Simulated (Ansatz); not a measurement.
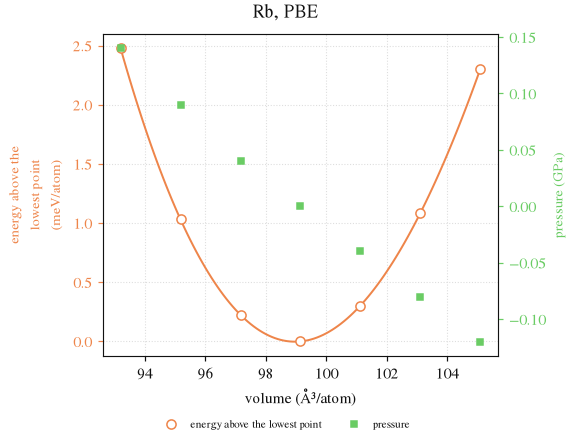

Plotted: energy above the lowest point and pressure against volume for Rb, space group Pm-3m (No. 221) (one of a set of cubic test structures, which need not be the stable phase).

How it was computed, with Ansatz 0.2.0 development build: equation of state of a cubic crystal from periodic Kohn-Sham density functional theory without spin, third-order Birch-Murnaghan fit to the free energies; pressure corrected for the finite basis. Level: PBE.

```tsv
setting	value
structure type	simple cubic
atoms in cell	1
space group number	221
lattice centring	simple cubic
k mesh	24×24×24
occupation method	Fermi–Dirac
occupation width	0.06123 eV
wave cutoff	420 eV
datasets	soft-1 PAW
density tolerance	1e-07 eV
bands	9
density cutoff ratio	4
search for lower states	default
```

The numbers behind the figure:

```csv
volume (Å³/atom),energy above the lowest point (meV/atom),pressure (GPa)
93.2,2.476,0.14
95.2,1.030,0.09
97.2,0.220,0.04
99.1,0.000,0.00
101.1,0.300,-0.04
103.1,1.086,-0.08
105.1,2.302,-0.12
```

Keep in mind: cubic model structure, not the ambient form.
